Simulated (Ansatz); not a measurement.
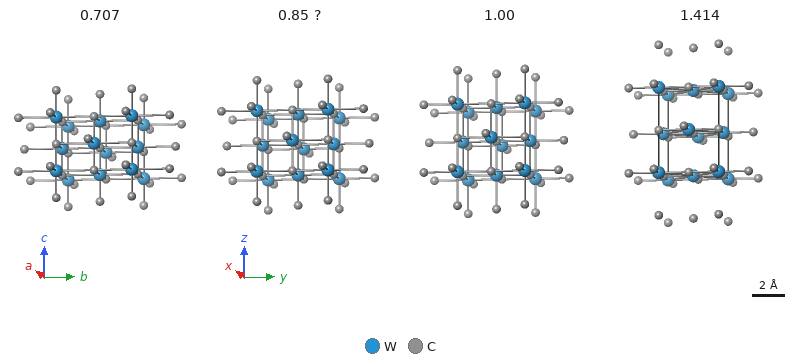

A crystal of WC (Fm-3m): the ratio of the cell's length along z to its lengths across, counted as 1 for the reference, is changed at fixed volume (a tetragonal or Bain path), with the atoms kept at their fractional coordinates. x, y and z are the Cartesian axes of the input. The picture is a ball-and-stick view of the conventional cell (4 times the calculation's cell), seen along the a axis, with a slight tilt. Lengths and directions refer to the drawn axes.

Method: DFT PBE, scalar-relativistic, plane waves, PAW (Ansatz 0.2.0). Settings: plane-wave cutoff 420 eV; k-point mesh 26 × 26 × 26; occupations gaussian; smearing width 0.15 eV; no spin polarisation. Energies (free energies at the smearing named) are counted from the relaxed crystal.

```tsv
axial ratio over its reference value	energy change (meV/atom)
0.707	2260
0.780	1051
0.850	?
0.920	96
1.000	0
1.200	325
1.300	638
1.414	1080
```

Estimate the missing energy from the other rows, and compare with the calculation.

Answer. A straight line between the two neighbours gives 574 meV/atom. A cubic through the four nearest rows (0.707, 0.780, 0.920, 1.000) gives, with Lagrange weights, (−0.1613)(2260) + (0.6678)(1051) + (0.6294)(96) + (−0.1359)(0) = 398 meV/atom. The calculation gives 404 meV/atom, so the cubic is 6 meV/atom too low and the straight line 170 meV/atom too high, as the curve bends upwards here.

The whole profile:

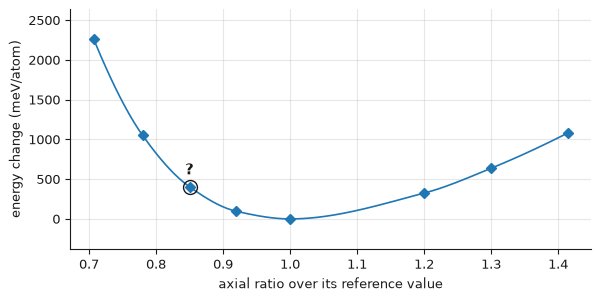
